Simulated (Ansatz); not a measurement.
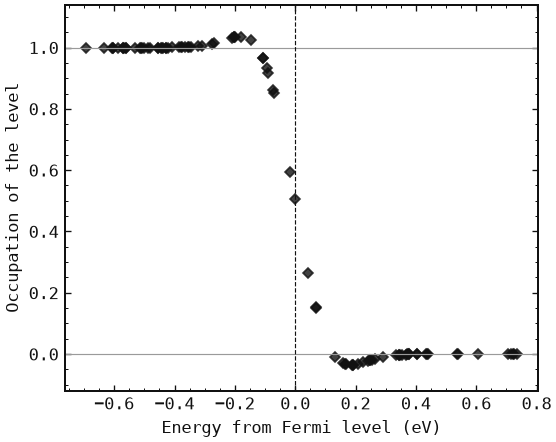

Occupations of the one-electron levels of the k mesh against their energy, from a run on ZnCu, space group P4/mmm (No. 123), 2 atoms in the cell, with Ansatz.

> Name the smearing function and its width.

Methfessel-Paxton smearing with a width of 0.15 eV. The occupations overshoot on both sides, up to 1.035 below the Fermi level and down to −0.035 above it; for the first-order scheme these extremes (±0.035) lie 1.22 widths, here 0.18 eV, from the Fermi level.
